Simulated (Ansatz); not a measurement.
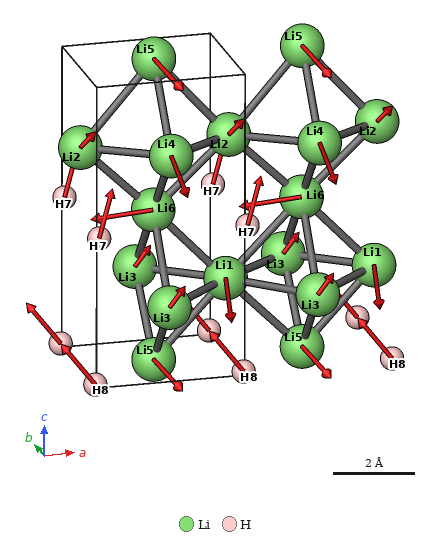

A relaxation of crystalline Li3H (built on the Cu3Au (L1_2)_221 type) (coarse preliminary run). The starting structure is drawn; red arrows show the displacements (the part carried along by the change of the cell is left out), at their true length.

The picture is a ball-and-stick view of the cell of the calculation, repeated 2 × 1 × 1 with one cell outlined, seen slightly off an axis.

The calculation used DFT PBE, scalar-relativistic, plane waves, PAW (Ansatz).

The input:
```yaml
crystal:
  lattice:
    - [3.7992620635, 0.062068139, 0.0298024136]
    - [0.062068139, 3.8182568572, -0.0066329073]
    - [0.0596048273, -0.0132658146, 7.7443861566]
  atoms:
    - { symbol: Li, position: [-0.0136884884, 0.4963056241, 0.2552195796] }
    - { symbol: Li, position: [0.0027704363, 0.4811685058, 0.7343285605] }
    - { symbol: Li, position: [0.4910621309, -0.00439516, 0.2471175273] }
    - { symbol: Li, position: [0.5066885512, 0.0161341064, 0.7476045525] }
    - { symbol: Li, position: [0.5026667875, 0.5012607082, 0.0050053937] }
    - { symbol: Li, position: [0.4991701299, 0.5038597785, 0.5022904975] }
    - { symbol: H, position: [0.0170075261, -0.0029991303, 0.497351931] }
    - { symbol: H, position: [-0.0056770735, 0.0086655672, 1.0110819579] }
basis:
  ecutwfc: 420
kpoints:
  mp_grid: { grid: [6, 6, 4] }
hamiltonian:
  xc: pbe
scf:
  occupations: { method: gaussian, width: 0.1 }
output:
  forces: true
  stress: true
  eigenvalues: true
relax:
  adjacent_minimum: "off"
  f_tol: 0.015
  max_steps: 120
  cell: { stress_tol: 0.15 }
```

Run as
```bash
ansatz run input.yaml --threads 1 --pin off --max-ram 2560MiB --backend cpu --events-out ev --progress --plain --runs-dir out
```

**What happened in the run?**

Li6 moves most relative to the cell: 1.59 Å roughly along −a. By element the largest moves are Li 1.59 Å, H 1.38 Å. The drawn cell changes as follows: a 3.800 → 4.107 Å (+8.1 %), b 3.819 → 3.017 Å (−21.0 %), c 7.745 → 9.481 Å (+22.4 %), α 90.2° → 90.0°, β 89.1° → 90.0°, γ 88.1° → 90.0°; the volume changes by +4.6 %. Some distances before and after: Li1–Li6 2.641 → 5.065 Å, Li2–Li6 2.645 → 4.915 Å, Li3–Li5 2.655 → 4.446 Å, Li4–Li5 2.805 → 4.331 Å. New bonds form: Li1–H8 (2.65 → 1.81 Å), Li1–H8 (2.73 → 1.81 Å), Li3–H8 (2.63 → 1.80 Å), Li5–H8 (2.61 → 1.80 Å). Bonds break: Li1–Li6 (2.64 → 5.06 Å). Bond angles that change, for instance: Li4–Li2–Li6 125.6° → 62.1°, Li2–Li4–Li6 119.2° → 179.9°, Li2–Li4–Li6 119.7° → 179.9°. The space group (tolerance 0.01 Å) goes from P1 (No. 1) to Pmm2 (No. 25). After 19 accepted moves (23 points after the start) the energy has fallen by 326 meV per atom. The largest force component goes from 0.37 to 0.0015 eV/Å. Pressure: 0.96 GPa at the start and 0.03 GPa at the end. The line search rejected the trial steps at points 17, 19 of the run. At 2 points the geometry stayed and the basis and grid were re-selected for the new cell (energy shift of 1.9 meV per atom at most each time).
